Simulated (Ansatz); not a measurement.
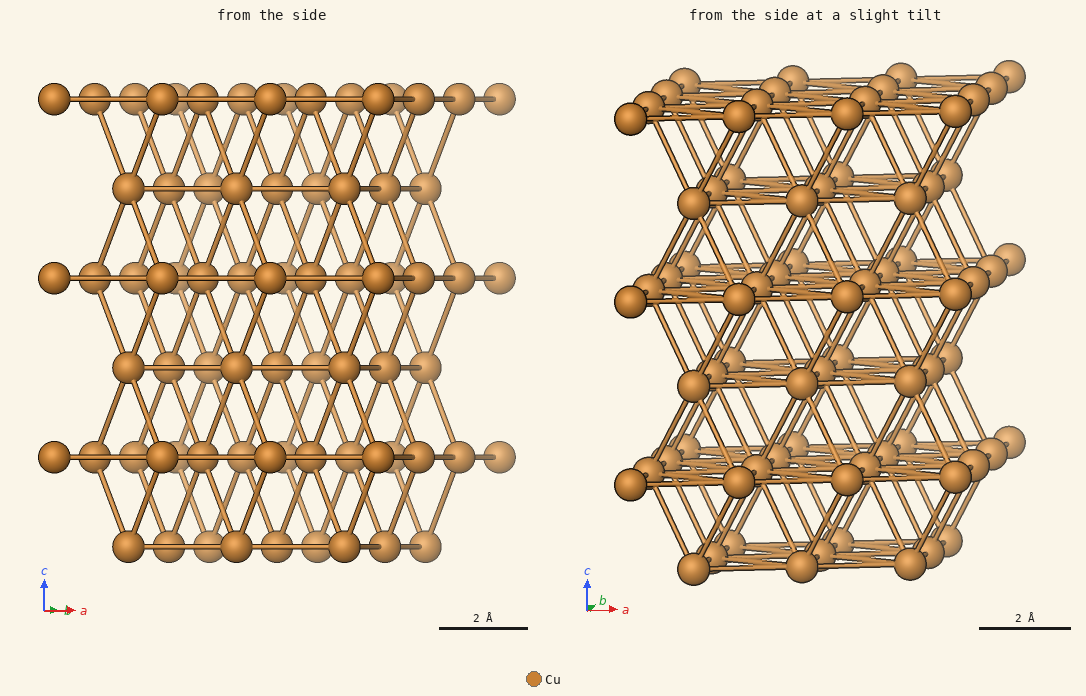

A ball-and-stick picture of a periodic slab, seen from the side and from the side at a slight tilt. The surface normal points up in side views; the vacuum is left out. 3×3 cells are drawn in the plane, with atoms at the edges repeated.

The cell holds 6 Cu.

**How thick is it?**

About 10 Å from the lowest to the highest atom.

**Give the sequence of planes from the top.**

Six planes: Cu / Cu / Cu / Cu / Cu / Cu.

The cell started as a structure listed in the Materials Project. The cell was then strained or its atoms displaced on purpose. It was run through Ansatz as a DFT input.
